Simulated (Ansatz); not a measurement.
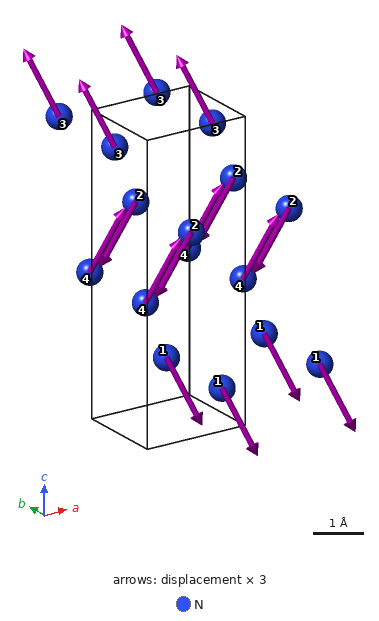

A relaxation of a crystal of N (built on the iodine_64 type) (coarse preliminary run). The starting structure is drawn; purple arrows show the displacements (the part carried along by the change of the cell is left out), magnified 3 times.

The picture is a ball-and-stick view of the cell of the calculation, repeated 2 × 2 × 1 with one cell outlined, seen slightly off an axis.

Case: iodine type (Cmce, No. 64).

These are results of DFT r2SCAN, scalar-relativistic, plane waves, PAW (Ansatz), not measurements.

Input
```yaml
crystal:
  lattice:
    - [2.3667967175, -1.5642715727, 0.0]
    - [2.3667967175, 1.5642715727, 0.0]
    - [0.0, 0.0, 6.3810535897]
  atoms:
    - { symbol: "N", position: [0.85, 0.15, 0.117] }
    - { symbol: "N", position: [0.65, 0.35, 0.617] }
    - { symbol: "N", position: [0.15, 0.85, 0.883] }
    - { symbol: "N", position: [0.35, 0.65, 0.383] }
basis:
  ecutwfc: 500
kpoints:
  mp_grid: { grid: [6, 6, 4] }
hamiltonian:
  xc: r2scan
scf:
  occupations: { method: gaussian, width: 0.1 }
  lower_state_search: "off"
output:
  forces: true
  stress: true
  eigenvalues: true
relax:
  adjacent_minimum: "off"
  f_tol: 0.04
  max_steps: 70
  cell: { stress_tol: 0.4 }
```

Question: What happened in the run?

Answer: After 11 accepted moves (14 points after the start) the energy has fallen by 4503 meV per atom. Largest force component: 6.7 eV/Å at the start, 0.029 eV/Å at the end. The pressure goes from −36.11 to 0.10 GPa. The line search rejected the trial step at point 4 of the run. At 2 points the geometry stayed and the basis and grid were re-selected for the new cell (energy shift of 20.8 meV per atom at most each time). The largest moves relative to the cell, 0.52 Å, are those of N1, N2, N3 and N4. N4 goes along [1 −1 1]. The volume changes by +92.8 %, with a = b 2.837 → 3.655 Å (+28.8 %), c 6.381 → 7.338 Å (+15.0 %), γ 66.9° → 68.3°. Some distances before and after: N1–N3 1.764 → 1.093 Å. The space group stays Cmce (No. 64). The run took of the order of 26 core-seconds on a shared host.
